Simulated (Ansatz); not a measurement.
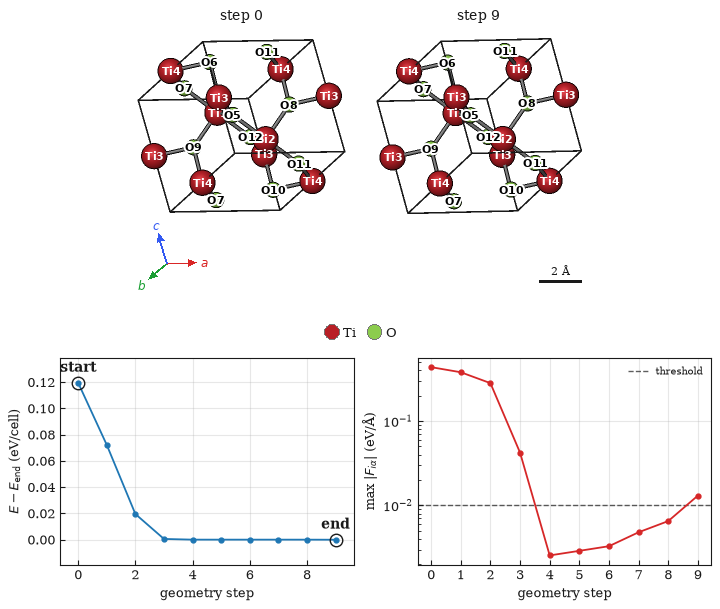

First and last geometry of a relaxation of solid TiO$_{2}$ (set up in Imma), with the history of the run. The picture is a ball-and-stick view of the cell of the calculation, seen from a free direction.

Case: volume × 1.10, shape and atoms relaxed.

The calculation used Ansatz 0.2.0, DFT PBE, scalar-relativistic, plane waves, PAW.

Input file:
```yaml
crystal:
  lattice:
    - [-3.059469892, 3.3894508597, 3.3894543926]
    - [3.059469892, -3.3894508597, 3.3894543926]
    - [3.059469892, 3.3894508597, -3.3894543926]
  atoms:
    - { symbol: Ti, position: [0.5000883706, 0.7500883706, 0.75] }
    - { symbol: Ti, position: [0.4999116294, 0.2499116294, 0.25] }
    - { symbol: Ti, position: [0.0, 0.0, 0.5] }
    - { symbol: Ti, position: [0.0, 0.5, 0.0] }
    - { symbol: O, position: [0.3051314063, 0.3051253694, 0.4999939631] }
    - { symbol: O, position: [0.1948696251, 0.2500008593, 0.9448687658] }
    - { symbol: O, position: [0.3051314063, 0.8051374432, 6.0369e-06] }
    - { symbol: O, position: [0.8051320936, 0.2500008593, 0.5551312342] }
    - { symbol: O, position: [0.1948679064, 0.7499991407, 0.4448687658] }
    - { symbol: O, position: [0.8051303749, 0.7499991407, 0.0551312342] }
    - { symbol: O, position: [0.6948685937, 0.1948625568, 0.9999939631] }
    - { symbol: O, position: [0.6948685937, 0.6948746306, 0.5000060369] }
basis:
  ecutwfc: 420
kpoints:
  mp_grid: { grid: [6, 6, 6] }
hamiltonian:
  xc: pbe
scf:
  occupations: { method: gaussian, width: 0.02 }
output:
  forces: true
  stress: true
  eigenvalues: true
relax:
  adjacent_minimum: "off"
  f_tol: 0.01
  max_steps: 30
  cell: { stress_tol: 0.1, fix: [volume] }
```

Run as
```bash
ansatz run input.yaml --threads 2 --pin off --max-ram 5120MiB --backend cpu --events-out ev --progress --plain --runs-dir out
```

Read the history and describe the run.

The run was cut off at its time limit before the relaxation converged, so the last structure is only a point on the way. The largest moves relative to the cell, 0.040 Å, are those of 8 atoms (O5, O6, O7, O8 and others). O12 goes along [−1 −1 0]. Largest moves by element: O 0.040 Å, Ti 0.004 Å. The drawn cell changes at constant volume: a = b = c 5.687 → 5.695 Å (+0.2 %), α 114.9° → 116.5°, β 106.8° → 106.1°, γ 106.8° → 106.1°. Among the contacts that change: Ti1–Ti2 3.059 → 2.998 Å, Ti1–O10 2.068 → 2.129 Å, Ti1–O11 2.021 → 1.977 Å. The space group (tolerance 0.01 Å) goes from P4_2/mnm (No. 136) to Imma (No. 74). After 9 geometry steps the energy has fallen by 0.120 eV per cell of the calculation. Largest force component: 0.44 eV/Å at the start, 0.013 eV/Å at the end. Pressure: −17.64 GPa at the start and −14.35 GPa at the end.

| step | E − E(0), meV/atom | largest force component, eV/Å | pressure, GPa |
| --- | --- | --- | --- |
| 0 | 0.00 | 0.4363 | -17.64 |
| 1 | -3.94 | 0.3797 | -17.02 |
| 2 | -8.33 | 0.2820 | -13.10 |
| 3 | -9.91 | 0.0422 | -14.47 |
| 4 | -9.96 | 0.0026 | -14.37 |
| 5 | -9.96 | 0.0029 | -14.35 |
| 6 | -9.96 | 0.0033 | -14.35 |
| 7 | -9.96 | 0.0048 | -14.35 |
| 8 | -9.96 | 0.0065 | -14.35 |
| 9 | -9.96 | 0.0131 | -14.35 |
